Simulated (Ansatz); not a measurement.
Single-point calculation of AlCu$_{4}$ (part 2 of 2)

The same run, continued: AlCu$_{4}$ (P2₁3, 20 atoms in the cell); DFT r2SCAN, scalar-relativistic, plane waves, PAW, no spin polarisation (Ansatz 0.2.0); cutoff 500 eV, 6×6×6 k-mesh, Gaussian smearing of 0.1 eV. The structure derives from a Materials Project entry. It belongs to a series of runs on one base structure; here: the database's cell and atoms.

Geometry of the input (Å; fractional positions):
```
6.2436  0.0000  0.0000
0.0000  6.2436  0.0000
0.0000  0.0000  6.2436
Al 0.4409  0.9409  0.5591
Al 0.9409  0.5591  0.4409
Al 0.5591  0.4409  0.9409
Al 0.0591  0.0591  0.0591
Cu 0.8091  0.3091  0.1909
Cu 0.3091  0.1909  0.8091
Cu 0.1909  0.8091  0.3091
Cu 0.6909  0.6909  0.6909
Cu 0.0488  0.8749  0.7000
Cu 0.3000  0.5488  0.6251
Cu 0.3749  0.8000  0.9512
Cu 0.5488  0.6251  0.3000
Cu 0.8000  0.9512  0.3749
Cu 0.8749  0.7000  0.0488
Cu 0.9512  0.3749  0.8000
Cu 0.7000  0.0488  0.8749
Cu 0.6251  0.3000  0.5488
Cu 0.4512  0.1251  0.2000
Cu 0.2000  0.4512  0.1251
Cu 0.1251  0.2000  0.4512
```

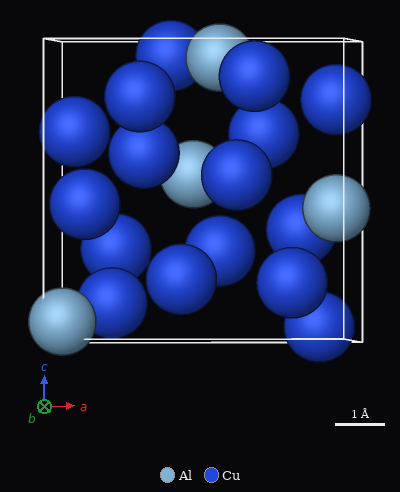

Fig. 1: The structure (spheres-only view of the cell of the calculation, seen at an oblique angle). An atom can appear more than once, as a periodic image.

Output, continued:
```
  k-point 1: bands = ["-102.0978", "-102.0977", "-102.0977", "-102.0977", "-101.5395", "-101.5366", "-101.5360", "-101.5360", "-101.5356", "-101.5353", "-101.5347", "-101.5336", "-101.5335", "-101.5330", "-101.5326", "-101.5326", "-57.9539", "-57.9538", "-57.9537", "-57.9535", "-57.9533", "-57.9533", "-57.9532", "-57.9531", "-57.8244", "-57.8241", "-57.8240", "-57.8240", "-57.4241", "-57.4236", "-57.4233", "-57.4204", "-57.4175", "-57.4170", "-57.4159", "-57.4156", "-57.4147", "-57.4062", "-57.4058", "-57.4058",
      "-57.3804", "-57.3793", "-57.3781", "-57.3759", "-57.3697", "-57.3677", "-57.3661", "-57.3621", "-57.3617", "-57.3597", "-57.3588", "-57.3587", "-57.3049", "-57.3029", "-57.2972", "-57.2953", "-57.2815", "-57.2806", "-57.2776", "-57.2701", "-57.2700", "-57.2666", "-57.2646", "-57.2632", "4.4298", "6.8403", "7.5961", "7.8124", "8.3797", "8.5460", "9.0532", "9.3945", "9.6364", "9.8186", "9.9039", "10.0953", "10.0980", "10.1703", "10.2522", "10.3821",
      "10.4669", "10.4747", "10.5396", "10.7568", "10.7577", "10.7866", "10.8486", "10.8545", "10.8943", "10.9584", "10.9809", "10.9946", "11.0514", "11.0707", "11.1090", "11.1320", "11.1375", "11.2066", "11.2132", "11.2380", "11.2960", "11.3472", "11.4344", "11.4537", "11.4863", "11.5559", "11.6177", "11.6347", "11.6677", "11.7139", "11.7476", "11.7624", "11.7760", "11.8380", "11.8977", "11.9165", "11.9211", "12.0183", "12.0320", "12.0607",
      "12.0713", "12.0930", "12.1181", "12.2348", "12.2504", "12.3573", "12.3612", "12.3933", "12.4030", "12.4489", "12.4566", "12.4711", "12.5067", "12.5323", "12.5465", "12.5577", "12.5754", "12.6369", "12.6591", "12.6603", "12.7396", "12.7655", "12.7918", "12.8120", "12.8134", "12.9416", "12.9865", "13.0245", "13.0745", "13.0779", "13.2586", "13.6212", "13.7537", "14.0339", "14.1017", "14.3318", "14.3462", "14.6952", "14.9071", "15.2583",
      "15.3126", "15.9946", "16.4393", "17.5287", "17.7133", "17.7655", "18.3096", "19.2015", "19.5539", "19.5763", "20.3741", "20.7677", "22.3188", "22.4462", "22.4781", "22.5428", "23.2309", "23.4413", "23.5077", "23.7156", "24.0618", "24.3031", "24.5042", "24.8692", "24.8964", "25.0682", "25.4295", "25.6269", "25.6677", "26.0511"]
  k-point 2: bands = ["-102.0978", "-102.0977", "-102.0977", "-102.0977", "-101.5390", "-101.5375", "-101.5362", "-101.5361", "-101.5352", "-101.5351", "-101.5344", "-101.5339", "-101.5335", "-101.5328", "-101.5327", "-101.5326", "-57.9540", "-57.9538", "-57.9537", "-57.9536", "-57.9534", "-57.9534", "-57.9531", "-57.9530", "-57.8244", "-57.8242", "-57.8240", "-57.8239", "-57.4242", "-57.4234", "-57.4231", "-57.4223", "-57.4171", "-57.4165", "-57.4162", "-57.4158", "-57.4118", "-57.4073", "-57.4059", "-57.4059",
      "-57.3805", "-57.3791", "-57.3773", "-57.3772", "-57.3704", "-57.3680", "-57.3645", "-57.3624", "-57.3619", "-57.3603", "-57.3585", "-57.3585", "-57.3062", "-57.3053", "-57.2933", "-57.2912", "-57.2843", "-57.2832", "-57.2755", "-57.2709", "-57.2698", "-57.2683", "-57.2639", "-57.2626", "4.7631", "6.0216", "7.7900", "7.9656", "8.6023", "8.6348", "9.0013", "9.4496", "9.5196", "9.5904", "9.7490", "9.8711", "10.0550", "10.2254", "10.2683", "10.3930",
      "10.5795", "10.5998", "10.6488", "10.7319", "10.7351", "10.7765", "10.8003", "10.8139", "10.8607", "10.8859", "10.9230", "10.9542", "11.0753", "11.0809", "11.1257", "11.1980", "11.2177", "11.2356", "11.2445", "11.2716", "11.3095", "11.3560", "11.4309", "11.5184", "11.5306", "11.5709", "11.5847", "11.6424", "11.6465", "11.6682", "11.7368", "11.7637", "11.7893", "11.8158", "11.8531", "11.8767", "11.8847", "12.0232", "12.0547", "12.0697",
      "12.0933", "12.1272", "12.2236", "12.2642", "12.3076", "12.3206", "12.3504", "12.3880", "12.4079", "12.4599", "12.4655", "12.4912", "12.5226", "12.5392", "12.5491", "12.5641", "12.6124", "12.6139", "12.6720", "12.6938", "12.7125", "12.7315", "12.8408", "12.8441", "12.8585", "12.8954", "12.9552", "12.9817", "13.0390", "13.1046", "13.2831", "13.3808", "13.5899", "13.6717", "13.9623", "14.3315", "14.3554", "14.6976", "14.9069", "15.9587",
      "16.0309", "16.4514", "16.7864", "16.8715", "17.7996", "18.2066", "18.4382", "18.6653", "20.4735", "20.6864", "20.8421", "21.4175", "21.5949", "21.6977", "21.8589", "22.0249", "22.5867", "22.8091", "23.0061", "23.0236", "23.2866", "23.6329", "24.0491", "24.1811", "24.8179", "25.0549", "25.1307", "25.1828", "25.7313", "25.9428"]
  k-point 23: bands = ["-102.0977", "-102.0977", "-102.0977", "-102.0977", "-101.5373", "-101.5373", "-101.5373", "-101.5373", "-101.5349", "-101.5349", "-101.5349", "-101.5349", "-101.5326", "-101.5326", "-101.5326", "-101.5326", "-57.9537", "-57.9537", "-57.9537", "-57.9537", "-57.9532", "-57.9532", "-57.9532", "-57.9532", "-57.8241", "-57.8241", "-57.8241", "-57.8241", "-57.4234", "-57.4234", "-57.4234", "-57.4234", "-57.4160", "-57.4160", "-57.4160", "-57.4160", "-57.4079", "-57.4079", "-57.4079", "-57.4079",
      "-57.3798", "-57.3798", "-57.3798", "-57.3798", "-57.3628", "-57.3628", "-57.3628", "-57.3628", "-57.3623", "-57.3623", "-57.3623", "-57.3623", "-57.3015", "-57.3015", "-57.3015", "-57.3015", "-57.2726", "-57.2726", "-57.2726", "-57.2726", "-57.2694", "-57.2694", "-57.2694", "-57.2694", "6.6989", "6.6989", "6.6989", "6.6989", "7.8444", "7.8444", "7.8444", "7.8444", "10.0306", "10.0306", "10.0306", "10.0306", "10.2121", "10.2121", "10.2121", "10.2121",
      "10.5666", "10.5666", "10.5666", "10.5666", "10.8903", "10.8903", "10.8903", "10.8903", "10.9673", "10.9673", "10.9673", "10.9673", "11.1334", "11.1334", "11.1334", "11.1334", "11.3482", "11.3482", "11.3482", "11.3482", "11.5366", "11.5366", "11.5366", "11.5366", "11.5485", "11.5485", "11.5485", "11.5485", "11.7309", "11.7309", "11.7309", "11.7309", "11.8928", "11.8928", "11.8928", "11.8928", "12.0564", "12.0564", "12.0564", "12.0564",
      "12.1502", "12.1502", "12.1502", "12.1502", "12.2802", "12.2802", "12.2802", "12.2802", "12.3964", "12.3964", "12.3964", "12.3964", "12.5361", "12.5361", "12.5361", "12.5361", "12.6119", "12.6119", "12.6119", "12.6119", "12.7469", "12.7469", "12.7469", "12.7469", "12.8609", "12.8609", "12.8609", "12.8609", "13.0694", "13.0694", "13.0694", "13.0694", "15.3635", "15.3635", "15.3635", "15.3635", "15.7094", "15.7094", "15.7094", "15.7094",
      "17.5385", "17.5385", "17.5385", "17.5385", "17.9528", "17.9528", "17.9528", "17.9528", "19.0257", "19.0257", "19.0257", "19.0257", "19.2718", "19.2718", "19.2718", "19.2718", "23.6425", "23.6425", "23.6425", "23.6425", "24.3507", "24.3507", "24.3507", "24.3507", "24.8245", "24.8245", "24.8245", "24.8245", "25.7568", "25.7568"]
--- Löwdin populations: 20 sites ---
  site symbol       q [e]
     0     Al      4.1573
     1     Al      4.1573
     2     Al      4.1573
     3     Al      4.1573
     4     Cu     18.5333
     5     Cu     18.5333
     6     Cu     18.5333
     7     Cu     18.5333
     8     Cu     18.5716
     9     Cu     18.5716
    10     Cu     18.5716
    11     Cu     18.5716
    12     Cu     18.5716
    13     Cu     18.5716
    14     Cu     18.5716
    15     Cu     18.5716
    16     Cu     18.5716
    17     Cu     18.5716
    18     Cu     18.5716
    19     Cu     18.5716
  spilling = 0.007528 (of n_electrons = 316.000000)
```

File populations.tsv:
```
# site	symbol	l	j	q
# orbitals = lowdin
# n_electrons = 316.000000
# spilling = 0.007528
0	Al	0_3S	-	1.168432
0	Al	1_3P	-	2.988847
1	Al	0_3S	-	1.168432
1	Al	1_3P	-	2.988847
2	Al	0_3S	-	1.168432
2	Al	1_3P	-	2.988847
3	Al	0_3S	-	1.168432
3	Al	1_3P	-	2.988847
4	Cu	0_3S	-	1.986756
4	Cu	0_4S	-	0.798171
4	Cu	1_3P	-	5.996289
4	Cu	2_3D	-	9.752103
5	Cu	0_3S	-	1.986756
5	Cu	0_4S	-	0.798171
5	Cu	1_3P	-	5.996289
5	Cu	2_3D	-	9.752103
6	Cu	0_3S	-	1.986756
6	Cu	0_4S	-	0.798171
6	Cu	1_3P	-	5.996289
6	Cu	2_3D	-	9.752103
7	Cu	0_3S	-	1.986756
7	Cu	0_4S	-	0.798171
7	Cu	1_3P	-	5.996289
7	Cu	2_3D	-	9.752103
8	Cu	0_3S	-	1.992143
8	Cu	0_4S	-	0.804557
8	Cu	1_3P	-	5.998055
8	Cu	2_3D	-	9.776807
9	Cu	0_3S	-	1.992143
9	Cu	0_4S	-	0.804557
9	Cu	1_3P	-	5.998055
9	Cu	2_3D	-	9.776807
10	Cu	0_3S	-	1.992143
10	Cu	0_4S	-	0.804557
10	Cu	1_3P	-	5.998055
10	Cu	2_3D	-	9.776807
11	Cu	0_3S	-	1.992143
11	Cu	0_4S	-	0.804557
11	Cu	1_3P	-	5.998055
11	Cu	2_3D	-	9.776807
12	Cu	0_3S	-	1.992143
12	Cu	0_4S	-	0.804557
12	Cu	1_3P	-	5.998055
12	Cu	2_3D	-	9.776807
13	Cu	0_3S	-	1.992143
13	Cu	0_4S	-	0.804557
13	Cu	1_3P	-	5.998055
13	Cu	2_3D	-	9.776807
14	Cu	0_3S	-	1.992143
14	Cu	0_4S	-	0.804557
14	Cu	1_3P	-	5.998055
14	Cu	2_3D	-	9.776807
15	Cu	0_3S	-	1.992143
15	Cu	0_4S	-	0.804557
15	Cu	1_3P	-	5.998055
15	Cu	2_3D	-	9.776807
16	Cu	0_3S	-	1.992143
16	Cu	0_4S	-	0.804557
16	Cu	1_3P	-	5.998055
16	Cu	2_3D	-	9.776807
17	Cu	0_3S	-	1.992143
17	Cu	0_4S	-	0.804557
17	Cu	1_3P	-	5.998055
17	Cu	2_3D	-	9.776807
18	Cu	0_3S	-	1.992143
18	Cu	0_4S	-	0.804557
18	Cu	1_3P	-	5.998055
18	Cu	2_3D	-	9.776807
19	Cu	0_3S	-	1.992143
19	Cu	0_4S	-	0.804557
19	Cu	1_3P	-	5.998055
19	Cu	2_3D	-	9.776807
```

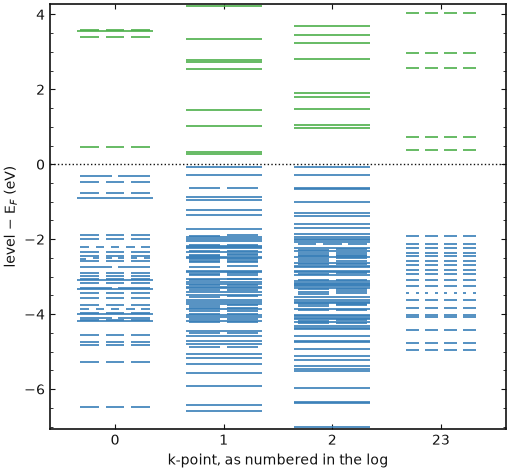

Fig. 2: Kohn–Sham levels near the Fermi level (dotted) at the few k-points that the log prints; levels within 0.02 eV of each other stand side by side. The system is metallic on the full mesh.
